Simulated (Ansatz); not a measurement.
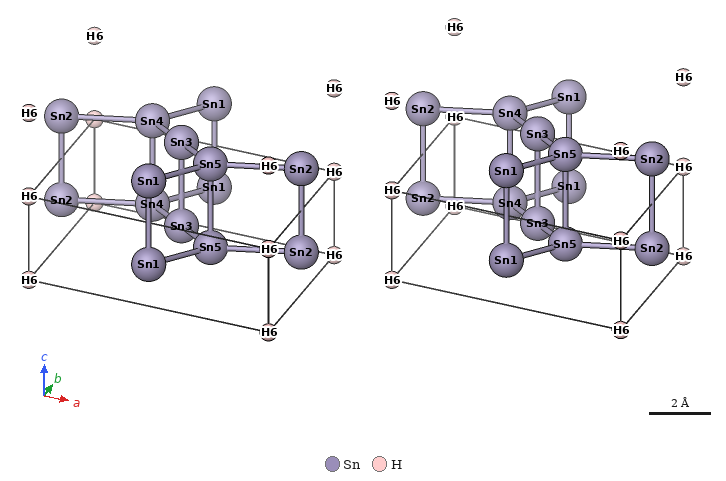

Two geometries of crystalline Sn5H (a generated structure, set up in P6/mmm) (coarse preliminary run), drawn at one scale. One is the start of a relaxation, the other its converged end. The picture is a ball-and-stick view of the cell of the calculation, repeated 1 × 1 × 2 with one cell outlined, seen slightly off an axis.

The calculation used Ansatz, DFT PBE, scalar-relativistic, plane waves, PAW. (plane-wave cutoff 420 eV; k-point mesh 3 × 3 × 6; occupations gaussian; smearing width 0.1 eV; no spin polarisation; cell and atoms relaxed; force threshold 0.04 eV/Å; at most 70 steps)

Which of the two is the end point?

The right one is the relaxed one. The energy falls by 0.367 eV per cell of the calculation in 3 accepted moves (4 points after the start). All forces vanish by symmetry, so only the cell relaxes. The pressure goes from 0.62 to −0.09 GPa. At 1 point the geometry stayed and the basis and grid were re-selected for the new cell (energy shift of less than 0.05 meV per cell of the calculation at most each time). No atom moves by more than 0.005 Å relative to the cell. The volume changes by −2.1 %, with a = b 10.628 → 10.151 Å (−4.5 %), c 2.846 → 3.053 Å (+7.3 %). Near-neighbour distances that change, for instance: Sn1–Sn1 2.846 → 3.053 Å, Sn1–Sn4 3.068 → 2.930 Å. The space group stays P6/mmm (No. 191). Cost: 110 s on 1 thread of AMD EPYC (Zen 3) (shared host), peak memory 0.55 GiB.

Limits of the set-up: layers or molecules are held without a dispersion correction, so their spacing is unreliable.
